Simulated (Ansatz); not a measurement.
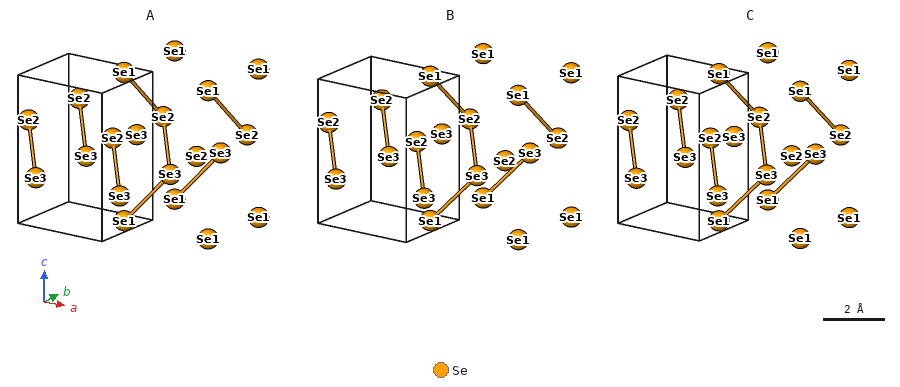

3 geometries from one relaxation of crystalline Se (set up in P3_121), in shuffled order. The picture is a ball-and-stick view of the cell of the calculation, repeated 2 × 2 × 1 with one cell outlined, seen slightly off an axis.

The run lets cell and atoms move.

Level of theory: Kohn-Sham DFT of a periodic cell, HISS, Ansatz PAW (Ansatz 0.2.0). Settings: plane-wave cutoff 420 eV; k-point mesh 4 × 4 × 3; occupations fermi-dirac; smearing width 0.05 eV; no spin polarisation; cell and atoms relaxed; force threshold 0.01 eV/Å; at most 40 steps.

Q: Order the frames from highest to lowest energy.

A: C, A, B. They are steps 0, 1, 6, at +20.7 meV per atom, +7.6 meV per atom relative to the last. The largest moves relative to the cell, 0.098 Å, are those of Se1, Se2 and Se3. Se2 goes along −b. The volume changes by +14.9 %, with a = b 4.366 → 4.727 Å (+8.3 %), c 4.954 → 4.857 Å (−1.9 %). Among the contacts that change: Se1–Se2 2.373 → 2.330 Å. The space group stays P3_121 (No. 152). The energy falls by 20.7 meV per atom in 5 accepted moves (6 points after the start). The largest force component goes from 0.44 to 0.00082 eV/Å. The pressure goes from −0.56 to 0.01 GPa. At 1 point the geometry stayed and the basis and grid were re-selected for the new cell (energy shift of 0.4 meV per atom at most each time).
